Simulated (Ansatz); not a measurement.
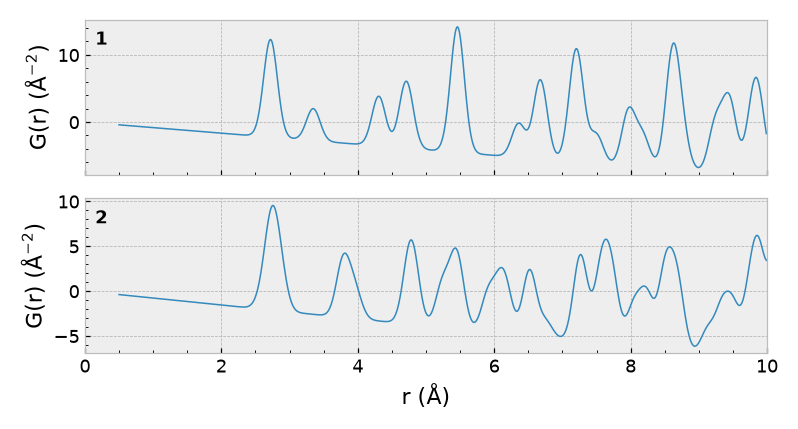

Simulated X-ray pair distribution function, G(r) = R(r)/r − 4πρ₀r, summed over the atomic distances of the structure with each pair weighted by the product of the atomic numbers (X-ray weights at Q = 0); every distance is a Gaussian of σ = 0.10 Å. There is no Q-range truncation.

Candidate polymorphs:

A. 
```xyz
2
Lattice="3.3540 0.0000 0.0000 0.0000 3.3540 0.0000 0.0000 0.0000 2.7023" Properties=species:S:1:pos:R:3 pbc="T T T"
Pt    0.0000    0.0000    1.3512
Pt    1.6770    1.6770    0.0000
```

B. 
```yaml
crystal:
  lattice:
    - [2.74128, 0.00000, 0.00000]
    - [-1.37064, 2.37402, 0.00000]
    - [0.00000, 0.00000, 14.98504]
  atoms:
    - { symbol: Pt, position: [0.33333, 0.66667, 0.75399] }
    - { symbol: Pt, position: [0.00000, 0.00000, 0.91267] }
    - { symbol: Pt, position: [0.00000, 0.00000, 0.08733] }
    - { symbol: Pt, position: [0.66667, 0.33333, 0.24601] }
    - { symbol: Pt, position: [0.66667, 0.33333, 0.42066] }
    - { symbol: Pt, position: [0.33333, 0.66667, 0.57934] }
```

Origins: A, the end point of a relaxation with DFT PBEsol, scalar-relativistic, plane waves, PAW (Ansatz 0.2.0); the starting structure was generated, so it need not be a known form of this composition; B, the end point of a relaxation with DFT PBE, scalar-relativistic, plane waves, PAW (Ansatz 0.2.0); the starting structure was generated, so it need not be a known form of this composition.

### Which PDF belongs to which candidate?

curve 1 is A (Pt, first clear peaks at 2.72 Å (Pt–Pt) and 3.35 Å (Pt–Pt)); curve 2 is B (Pt, first clear peaks at 2.76 Å (Pt–Pt) and 3.81 Å (Pt–Pt)).
